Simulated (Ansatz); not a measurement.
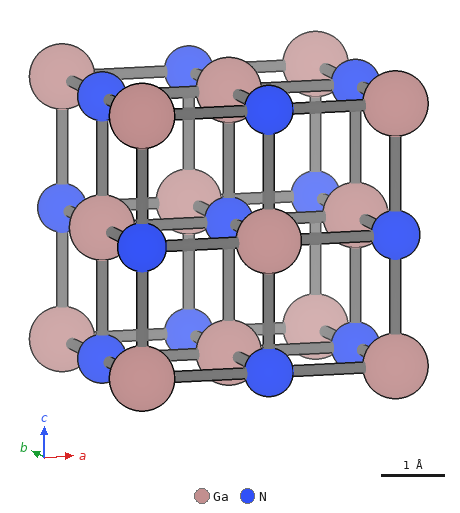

The starting point is a symmetric starting cell of GaN. The picture is a ball-and-stick view of the conventional cell (4 times the calculation's cell), seen slightly off an axis. Lengths and directions refer to the drawn axes.

Method: Ansatz 0.2.0, DFT PBE, scalar-relativistic, plane waves, PAW. (plane-wave cutoff 420 eV; k-point mesh 14 × 14 × 14; occupations gaussian; smearing width 0.05 eV; no spin polarisation)

The variant: All lengths are scaled by +1.4 % (volume +4.2 %), the atoms keeping their fractional coordinates. No relaxation follows. The starting cell wasn't computed here and needn't be at equilibrium, so pressure and forces aren't due to the change alone.

Input file:
```yaml
crystal:
  lattice:
    - [0.0, 2.165064233, 2.165064233]
    - [2.165064233, 0.0, 2.165064233]
    - [2.165064233, 2.165064233, 0.0]
  atoms:
    - { symbol: Ga, position: [0.0, 0.0, 0.0] }
    - { symbol: "N", position: [0.5, 0.5, 0.5] }
basis:
  ecutwfc: 420
kpoints:
  mp_grid: { grid: [14, 14, 14] }
hamiltonian:
  xc: pbe
scf:
  occupations: { method: gaussian, width: 0.05 }
output:
  forces: true
  stress: true
  eigenvalues: true
  populations: true
```

Run as
```bash
ansatz run input.yaml --threads 1 --pin off --max-ram 1331MiB --backend cpu --events-out ev --progress --plain --runs-dir out
```

Question: Predict the response.

Answer: The pressure is −8.2 GPa (not all of it need come from the change, since the unchanged cell can be under pressure at this level too). All forces vanish by symmetry. Near-neighbour distances before and after: Ga–N 2.135 → 2.165 Å. The space group stays Fm-3m (No. 225).

Drawn alike, the variant:

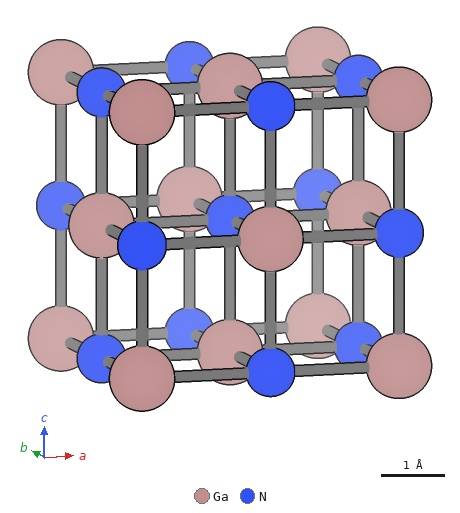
